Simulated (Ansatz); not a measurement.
## Geometry relaxation, with input and output: WS2 (part 1 of 2)

WS2 (P6₃/mmc, 6 atoms in the cell), computed with DFT r2SCAN, scalar-relativistic, plane waves, PAW, no spin polarisation (Ansatz 0.2.0).

The structure derives from an entry of the Crystallography Open Database.

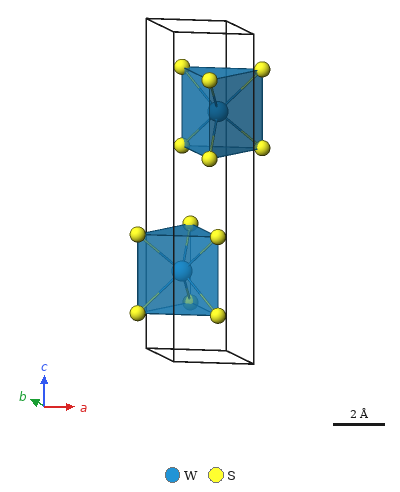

Fig. 1: The input geometry (polyhedral view of the cell of the calculation, seen slightly off an axis; polyhedra are completed across the faces of the cell).

### Input
```yaml
crystal:
  lattice:
    - [3.2134349846, 0.0, 0.0]
    - [-1.6067174923, 2.7829163301, 0.0]
    - [0.0, 0.0, 13.1902066067]
  atoms:
    - { symbol: W, position: [0.3333333333, 0.6666666667, 0.25] }
    - { symbol: W, position: [0.6666666667, 0.3333333333, 0.75] }
    - { symbol: S, position: [0.3333333333, 0.6666666667, 0.6305920195] }
    - { symbol: S, position: [0.6666666667, 0.3333333333, 0.1305920195] }
    - { symbol: S, position: [0.3333333333, 0.6666666667, 0.8694079805] }
    - { symbol: S, position: [0.6666666667, 0.3333333333, 0.3694079805] }
basis:
  ecutwfc: 500
kpoints:
  mp_grid: { grid: [12, 12, 4] }
hamiltonian:
  xc: r2scan
scf:
  occupations: { method: gaussian, width: 0.02 }
output:
  forces: true
  stress: true
  eigenvalues: true
relax:
  adjacent_minimum: "off"
  f_tol: 0.01
  max_steps: 30
  cell: { stress_tol: 0.1, fix: [volume] }
```

Command:
```bash
ansatz run input.yaml --threads 4 --pin off --max-ram 10240MiB --backend cpu --events-out ev --progress --plain --runs-dir out
```

### Log
```
Engine: ansatz 0.2.0, aarch64-unknown-linux-gnu
Pseudopotentials: kind: paw
Pseudopotential: W, paw, valence charge 14, recommended cutoff 500 eV (meta_gga), W.paw.azcp
Pseudopotential: S, paw, valence charge 6, recommended cutoff 500 eV (meta_gga), S.paw.azcp
Functional definition: r2SCAN
  parameter k0 = 0.174
  parameter k1 = 0.065
  parameter a1 = 4.9479
  exchange = r2scan_x(k0 = k0, k1 = k1, a1 = a1)
  correlation = r2scan_c
Crystal: 6 atoms, lattice volume = 117.956 Å³
Basis set: ecut = 500 eV, 2983 PW (Γ), exchange–correlation on 96×96×400 points (64 copies of the dense FFT grid, shifted against one another)
Bands: 32, of which v1, the nominal top of the filled ones, is band 26 counted from 1 (25 counted from 0)
Symmetry: 24 space group operations
Space group: P63/mmc (ITA 194), of the structure as read, at distance tolerance 4.9e-5 Å
k-points: 57 of 576
Non-local potential: W, projectors of the file, l = 0: 3, l = 1: 2, l = 2: 2, l = 3: 1
Non-local potential: S, projectors of the file, l = 0: 2, l = 1: 2, l = 2: 2
PAW form: soft (Blöchl's): semilocal exchange-correlation on the pseudo side does not see the compensation charge
PAW frozen core: W, regenerated for the run's functional (the file was generated under x = pbe(κ = 0.804, μ = 0.2195149727645171), c = pbe(β = 0.06672455060314922))
PAW frozen core: S, regenerated for the run's functional (the file was generated under x = pbe(κ = 0.804, μ = 0.2195149727645171), c = pbe(β = 0.06672455060314922))
PAW one-centre angular grid: W, 590 points (default); XC on 160 Gauss nodes
PAW one-centre angular grid: S, 302 points (default); XC on 160 Gauss nodes
Initial density: superposition of atomic densities (neutral atoms: chi_scale 0, normalization atom), corrected by the library's trained network
Initial wavefunctions: pseudopotential atomic-orbital guess
Functional: x = r2scan, c = r2scan; τ floored in thin density (d = 2e-4 eV/Å³)
SCF iter   1: F=—  HF=-24423.124062 eV  |F-HF|=—  |Δ(HF+E_count)|=         —  Δρ=7.51e-3  dr2=5.02e-2  dr2_τ=1.50e-1  ethr=1.77e-3  ⟨swp⟩=6.6  Hψ=8632  notcnv=0
preconditioner: auto → Resta (q_TF=auto, 2.380 Å⁻¹)  ε∞=6.7  [insulator: Δε(μ)=1.329 eV  Ē_g=8.612 eV  σ=0.020 eV  W_gap=1.00  n_scr=26 (ndim 8)  ℏωp=20.5 eV  f_vac=0.062  D(μ)=0.00/eV (n_scr^D=0)  ε∞_Penn≈6.7]
SCF iter   2: F=—  HF=-24423.250076 eV  |F-HF|=—  |Δ(HF+E_count)|=   1.26e-1  Δρ=4.35e-3  dr2=1.41e-2  dr2_τ=2.40e-3  ethr=9.65e-5  ⟨swp⟩=2.8  Hψ=3652  notcnv=0  defer=89
SCF iter   3: F=—  HF=-24423.254153 eV  |F-HF|=—  |Δ(HF+E_count)|=   4.08e-3  Δρ=2.58e-3  dr2=3.22e-3  dr2_τ=3.88e-4  ethr=2.71e-5  ⟨swp⟩=2.1  Hψ=2494  notcnv=0  defer=89
SCF iter   4: F=—  HF=-24423.257769 eV  |F-HF|=—  |Δ(HF+E_count)|=   3.62e-3  Δρ=2.11e-4  dr2=5.39e-5  dr2_τ=6.99e-6  ethr=6.20e-6  ⟨swp⟩=2.1  Hψ=3309  notcnv=0  defer=89
SCF iter   5: F=—  HF=-24423.257792 eV  |F-HF|=—  |Δ(HF+E_count)|=   2.26e-5  Δρ=6.54e-5  dr2=1.32e-5  dr2_τ=5.23e-7  ethr=1.04e-7  ⟨swp⟩=2.1  Hψ=2715  notcnv=0  defer=89
SCF iter   6: F=—  HF=-24423.257795 eV  |F-HF|=—  |Δ(HF+E_count)|=   3.50e-6  Δρ=1.80e-5  dr2=1.11e-6  dr2_τ=1.70e-8  ethr=2.54e-8  ⟨swp⟩=2.3  Hψ=2601  notcnv=0  defer=89
SCF iter   7: F=-24423.257796 eV  HF=-24423.257796 eV  |F-HF|=8.70e-9  |Δ(HF+E_count)|=   3.44e-7  Δρ=2.60e-6  dr2=5.95e-9  dr2_τ=4.06e-10  ethr=1.92e-10  ⟨swp⟩=8.6  Hψ=9121  notcnv=0
SCF 1 converged in 7 iterations: F = -24423.257796 eV  dr2 = 5.95e-9
  greatest PAW one-centre occupation: 0.999 electrons in one spin orbital (limit 2), on the W atom at site 1 (counted from 0), in its partial waves of l = 0
relax step   1: F+E_penalty+E_count = -24423.25779585 eV  Δ(F+E_penalty+E_count) = +0.000e0 eV  max|allowed force component| = 5.158e-1 eV/Å  Δτ_max = 0.0000 Å  P = -4.370 GPa  Ω = 117.956 Å³  fix = [volume]  reactions: volume -4.370 GPa  (7 SCF iters, dr2 threshold 1.00e-7 eV, accepted)
Basis set: ecut = 500 eV, 3007 PW (Γ), exchange–correlation on 96×96×400 points (64 copies of the dense FFT grid, shifted against one another)
Initial density: handed on by an earlier stage of this run
Initial wavefunctions: those handed on with the density
iter 1 solved again at ethr=9.03e-5 eV; its pass at ethr=3.10e-3 eV (dr2=4.69e-2 eV) is discarded
SCF iter   1: F=—  HF=-24423.195420 eV  |F-HF|=—  |Δ(HF+E_count)|=         —  Δρ=5.38e-3  dr2=5.37e-2  dr2_τ=8.87e-2  ethr=9.03e-5  ⟨swp⟩=2.0  Hψ=10905  notcnv=0
preconditioner: auto → Resta (q_TF=auto, 2.380 Å⁻¹)  ε∞=6.4  [insulator: Δε(μ)=1.326 eV  Ē_g=8.834 eV  σ=0.020 eV  W_gap=1.00  n_scr=28 (ndim 8)  ℏωp=20.5 eV  f_vac=0.106  D(μ)=0.00/eV (n_scr^D=0)  ε∞_Penn≈6.4]
SCF iter   2: F=—  HF=-24423.292894 eV  |F-HF|=—  |Δ(HF+E_count)|=   9.75e-2  Δρ=2.53e-3  dr2=4.70e-3  dr2_τ=1.29e-3  ethr=9.03e-5  ⟨swp⟩=3.0  Hψ=3467  notcnv=0  defer=2
SCF iter   3: F=—  HF=-24423.293582 eV  |F-HF|=—  |Δ(HF+E_count)|=   6.88e-4  Δρ=1.32e-3  dr2=1.52e-3  dr2_τ=7.87e-5  ethr=9.04e-6  ⟨swp⟩=2.5  Hψ=2897  notcnv=0
SCF iter   4: F=—  HF=-24423.293874 eV  |F-HF|=—  |Δ(HF+E_count)|=   2.92e-4  Δρ=1.59e-4  dr2=3.44e-5  dr2_τ=2.88e-6  ethr=2.92e-6  ⟨swp⟩=2.5  Hψ=2832  notcnv=0
SCF iter   5: F=—  HF=-24423.293895 eV  |F-HF|=—  |Δ(HF+E_count)|=   2.05e-5  Δρ=5.06e-5  dr2=4.75e-6  dr2_τ=1.93e-7  ethr=6.61e-8  ⟨swp⟩=2.0  Hψ=2692  notcnv=0
SCF iter   6: F=-24423.293898 eV  HF=-24423.293898 eV  |F-HF|=4.04e-8  |Δ(HF+E_count)|=   3.43e-6  Δρ=1.19e-5  dr2=3.75e-7  dr2_τ=2.50e-8  ethr=1.15e-9  ⟨swp⟩=5.1  Hψ=9658  notcnv=0
SCF 2 converged in 6 iterations: F = -24423.293898 eV  dr2 = 3.75e-7
relax step   2: F+E_penalty+E_count = -24423.29389808 eV  Δ(F+E_penalty+E_count) = -3.610e-2 eV  max|allowed force component| = 2.711e-1 eV/Å  Δτ_max = 0.0604 Å  P = +1.317 GPa  Ω = 117.956 Å³  energy of the carried Pulay correction = -4.990e-18 eV  fix = [volume]  reactions: volume +1.317 GPa  (6 SCF iters, dr2 threshold 6.00e-7 eV, accepted)
iter 1 solved again at ethr=7.53e-6 eV; its pass at ethr=3.10e-3 eV (dr2=3.91e-3 eV) is discarded
SCF iter   1: F=—  HF=-24423.300754 eV  |F-HF|=—  |Δ(HF+E_count)|=         —  Δρ=1.51e-3  dr2=3.36e-3  dr2_τ=5.49e-3  ethr=7.53e-6  ⟨swp⟩=2.1  Hψ=9787  notcnv=0
preconditioner: auto → Resta (q_TF=auto, 2.380 Å⁻¹)  ε∞=6.4  [insulator: Δε(μ)=1.491 eV  Ē_g=8.817 eV  σ=0.020 eV  W_gap=1.00  n_scr=28 (ndim 8)  ℏωp=20.5 eV  f_vac=0.092  D(μ)=0.00/eV (n_scr^D=0)  ε∞_Penn≈6.4]
SCF iter   2: F=—  HF=-24423.301334 eV  |F-HF|=—  |Δ(HF+E_count)|=   5.80e-4  Δρ=7.39e-4  dr2=4.54e-4  dr2_τ=8.55e-5  ethr=6.47e-6  ⟨swp⟩=2.0  Hψ=3192  notcnv=0
SCF iter   3: F=—  HF=-24423.301358 eV  |F-HF|=—  |Δ(HF+E_count)|=   2.46e-5  Δρ=3.81e-4  dr2=1.36e-4  dr2_τ=6.99e-6  ethr=8.72e-7  ⟨swp⟩=2.4  Hψ=2799  notcnv=0
SCF iter   4: F=—  HF=-24423.301371 eV  |F-HF|=—  |Δ(HF+E_count)|=   1.25e-5  Δρ=4.40e-5  dr2=2.76e-6  dr2_τ=1.13e-7  ethr=2.62e-7  ⟨swp⟩=2.5  Hψ=2806  notcnv=0
SCF iter   5: F=-24423.301372 eV  HF=-24423.301372 eV  |F-HF|=1.56e-7  |Δ(HF+E_count)|=   1.18e-6  Δρ=1.26e-5  dr2=3.57e-7  dr2_τ=1.25e-8  ethr=1.15e-9  ⟨swp⟩=7.3  Hψ=8844  notcnv=0
SCF 3 converged in 5 iterations: F = -24423.301372 eV  dr2 = 3.57e-7
relax step   3: F+E_penalty+E_count = -24423.30137195 eV  Δ(F+E_penalty+E_count) = -7.474e-3 eV  max|allowed force component| = 5.457e-2 eV/Å  Δτ_max = 0.0176 Å  P = -0.456 GPa  Ω = 117.956 Å³  energy of the carried Pulay correction = -4.990e-18 eV  fix = [volume]  reactions: volume -0.456 GPa  (5 SCF iters, dr2 threshold 6.00e-7 eV, accepted)
iter 1 solved again at ethr=7.25e-7 eV; its pass at ethr=3.10e-3 eV (dr2=3.77e-4 eV) is discarded
SCF iter   1: F=—  HF=-24423.301310 eV  |F-HF|=—  |Δ(HF+E_count)|=         —  Δρ=3.23e-4  dr2=2.06e-4  dr2_τ=6.11e-4  ethr=7.25e-7  ⟨swp⟩=3.1  Hψ=10509  notcnv=0
preconditioner: auto → Resta (q_TF=auto, 2.380 Å⁻¹)  ε∞=6.4  [insulator: Δε(μ)=1.423 eV  Ē_g=8.808 eV  σ=0.020 eV  W_gap=1.00  n_scr=28 (ndim 8)  ℏωp=20.5 eV  f_vac=0.091  D(μ)=0.00/eV (n_scr^D=0)  ε∞_Penn≈6.4]
SCF iter   2: F=—  HF=-24423.301767 eV  |F-HF|=—  |Δ(HF+E_count)|=   4.57e-4  Δρ=1.51e-4  dr2=2.59e-5  dr2_τ=2.90e-6  ethr=3.95e-7  ⟨swp⟩=2.0  Hψ=3192  notcnv=0
SCF iter   3: F=—  HF=-24423.301771 eV  |F-HF|=—  |Δ(HF+E_count)|=   4.07e-6  Δρ=6.18e-5  dr2=5.05e-6  dr2_τ=3.56e-7  ethr=4.98e-8  ⟨swp⟩=2.6  Hψ=2570  notcnv=0
SCF iter   4: F=-24423.301772 eV  HF=-24423.301772 eV  |F-HF|=2.29e-8  |Δ(HF+E_count)|=   8.20e-7  Δρ=8.96e-6  dr2=1.11e-7  dr2_τ=5.66e-9  ethr=7.26e-10  ⟨swp⟩=5.3  Hψ=9573  notcnv=0
SCF 4 converged in 4 iterations: F = -24423.301772 eV  dr2 = 1.11e-7
relax step   4: F+E_penalty+E_count = -24423.30177180 eV  Δ(F+E_penalty+E_count) = -3.998e-4 eV  max|allowed force component| = 5.553e-3 eV/Å  Δτ_max = 0.0003 Å  P = -0.463 GPa  Ω = 117.956 Å³  energy of the carried Pulay correction = -4.990e-18 eV  fix = [volume]  reactions: volume -0.463 GPa  (4 SCF iters, dr2 threshold 3.78e-7 eV, accepted)
iter 1 solved again at ethr=1.38e-7 eV; its pass at ethr=3.10e-3 eV (dr2=7.20e-5 eV) is discarded
SCF iter   1: F=—  HF=-24423.301781 eV  |F-HF|=—  |Δ(HF+E_count)|=         —  Δρ=1.39e-4  dr2=4.42e-5  dr2_τ=1.01e-4  ethr=1.38e-7  ⟨swp⟩=3.1  Hψ=10256  notcnv=0
preconditioner: auto → Resta (q_TF=auto, 2.380 Å⁻¹)  ε∞=6.4  [insulator: Δε(μ)=1.430 eV  Ē_g=8.809 eV  σ=0.020 eV  W_gap=1.00  n_scr=28 (ndim 8)  ℏωp=20.5 eV  f_vac=0.092  D(μ)=0.00/eV (n_scr^D=0)  ε∞_Penn≈6.4]
SCF iter   2: F=—  HF=-24423.301860 eV  |F-HF|=—  |Δ(HF+E_count)|=   7.94e-5  Δρ=6.39e-5  dr2=3.24e-6  dr2_τ=8.46e-7  ethr=8.49e-8  ⟨swp⟩=2.0  Hψ=3060  notcnv=0
SCF iter   3: F=—  HF=-24423.301861 eV  |F-HF|=—  |Δ(HF+E_count)|=   9.00e-7  Δρ=3.08e-5  dr2=9.10e-7  dr2_τ=6.20e-8  ethr=6.24e-9  ⟨swp⟩=2.5  Hψ=2873  notcnv=0
SCF iter   4: F=-24423.301861 eV  HF=-24423.301861 eV  |F-HF|=5.84e-9  |Δ(HF+E_count)|=   2.53e-7  Δρ=4.15e-6  dr2=2.67e-8  dr2_τ=3.39e-9  ethr=9.99e-11  ⟨swp⟩=4.1  Hψ=8679  notcnv=0
SCF 5 converged in 4 iterations: F = -24423.301861 eV  dr2 = 2.67e-8
relax step   5: F+E_penalty+E_count = -24423.30186117 eV  Δ(F+E_penalty+E_count) = -8.937e-5 eV  max|allowed force component| = 4.018e-4 eV/Å  Δτ_max = 0.0009 Å  P = -0.380 GPa  Ω = 117.956 Å³  energy of the carried Pulay correction = -4.990e-18 eV  fix = [volume]  reactions: volume -0.380 GPa  (4 SCF iters, dr2 threshold 5.19e-8 eV, accepted)
Initial wavefunctions: pseudopotential atomic-orbital guess (no wavefunctions were taken with the density)
iter 1 solved again at ethr=2.71e-7 eV; its pass at ethr=3.10e-3 eV (dr2=1.41e-4 eV) is discarded
SCF iter   1: F=—  HF=-24423.301872 eV  |F-HF|=—  |Δ(HF+E_count)|=         —  Δρ=4.74e-5  dr2=2.22e-7  dr2_τ=2.13e-6  ethr=2.71e-7  ⟨swp⟩=4.1  Hψ=14278  notcnv=0
preconditioner: auto → Resta (q_TF=auto, 2.380 Å⁻¹)  ε∞=6.4  [insulator: Δε(μ)=1.434 eV  Ē_g=8.810 eV  σ=0.020 eV  W_gap=1.00  n_scr=28 (ndim 8)  ℏωp=20.5 eV  f_vac=0.092  D(μ)=0.00/eV (n_scr^D=0)  ε∞_Penn≈6.4]
SCF iter   2: F=—  HF=-24423.301882 eV  |F-HF|=—  |Δ(HF+E_count)|=   1.06e-5  Δρ=2.42e-5  dr2=5.58e-8  dr2_τ=1.86e-7  ethr=4.27e-10  ⟨swp⟩=2.8  Hψ=3621  notcnv=0
SCF iter   3: F=—  HF=-24423.301884 eV  |F-HF|=—  |Δ(HF+E_count)|=   1.60e-6  Δρ=2.49e-6  dr2=6.99e-9  dr2_τ=1.86e-9  ethr=1.07e-10  ⟨swp⟩=2.0  Hψ=3033  notcnv=0
SCF iter   4: F=-24423.301884 eV  HF=-24423.301884 eV  |F-HF|=7.57e-10  |Δ(HF+E_count)|=   3.62e-9  Δρ=5.74e-7  dr2=1.81e-10  dr2_τ=8.74e-11  ethr=1.00e-12  ⟨swp⟩=5.2  Hψ=9053  notcnv=0
SCF 6 converged in 4 iterations: F = -24423.301884 eV  dr2 = 1.81e-10
relax step   6: F+E_penalty+E_count = -24423.30188377 eV  Δ(F+E_penalty+E_count) = -2.260e-5 eV  max|allowed force component| = 4.563e-4 eV/Å  Δτ_max = 0.0000 Å  P = -0.381 GPa  Ω = 117.956 Å³  fix = [volume]  reactions: volume -0.381 GPa  stress off target by 7.10e-3 GPa on what of the cell is left free  SCF on the basis re-selected at this cell (its energy is not comparable with the rows above)  (4 SCF iters)
```

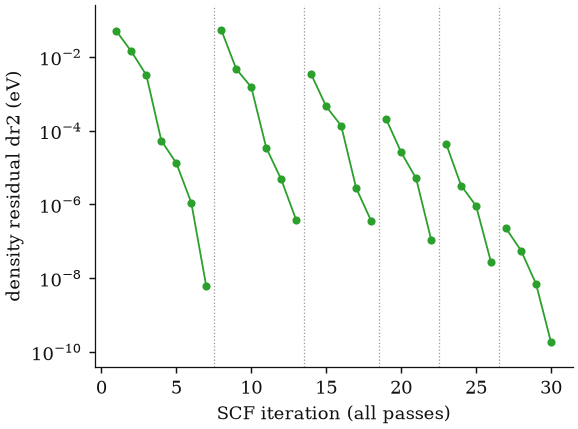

Fig. 2: Convergence of the self-consistent field: density residual dr2 against the SCF iteration. The dotted lines part the SCF passes of the relaxation: geometry steps, rejected trials and re-solves on a re-selected basis. The 6 passes take 4 to 7 iterations each, 30 in all.
